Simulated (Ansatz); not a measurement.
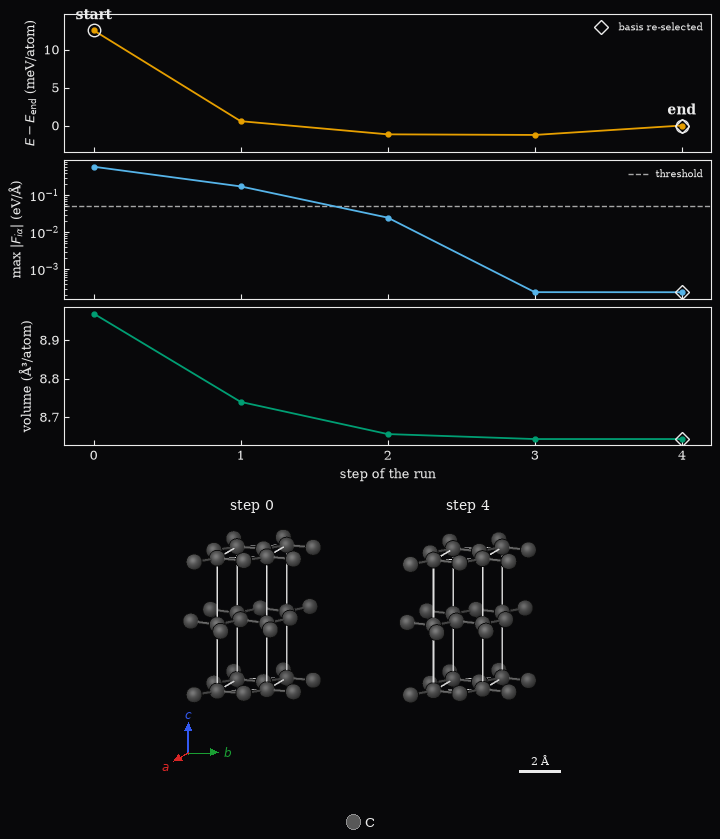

First and last geometry of a relaxation of solid C (set up in P6_3mc) (coarse preliminary run), with the history of the run. The picture is a ball-and-stick view of the cell of the calculation, seen slightly off an axis.

Theory: DFT LDA, scalar-relativistic, plane waves, PAW in Ansatz. (plane-wave cutoff 420 eV; k-point mesh 12 × 12 × 4; occupations gaussian; smearing width 0.1 eV; no spin polarisation; cell and atoms relaxed; force threshold 0.05 eV/Å; at most 80 steps)

Read the history and describe the run.

It converged. After 3 accepted moves (4 points after the start) the energy has fallen by 12.5 meV per atom. The largest force component goes from 0.6 to 0.00024 eV/Å. The pressure goes from −8.51 to −0.22 GPa. The SCF was repeated once at an unchanged geometry on a basis and grid sized afresh for the cell, which shifted the energy by 1.2 meV per atom at most. The largest moves relative to the cell, 0.017 Å, are those of C atoms. The drawn cell changes as follows: a = b 2.470 → 2.445 Å (−1.0 %), c 6.790 → 6.675 Å (−1.7 %); the volume changes by −3.6 %. Near-neighbour distances that change, for instance: C–C 1.426 → 1.412 Å. The space group (tolerance 0.01 Å) goes from P6_3mc (No. 186) to P6_3/mmc (No. 194). The run took 13 s on 1 thread of AMD EPYC (Zen 3) (shared host), peak memory 0.34 GiB.

```csv
step,"E − E(0), meV/atom","largest force component, eV/Å","pressure, GPa","volume, Å³/atom",note
0,0.00,0.5969,-8.51,8.969,
1,-11.96,0.1750,-3.17,8.739,
2,-13.69,0.0250,-0.37,8.656,
3,-13.77,0.0002,0.00,8.643,
4,-12.53,0.0002,-0.22,8.643,"same geometry, new basis"
```

Limits of the set-up: layers or molecules are held without a dispersion correction, so their spacing is unreliable.
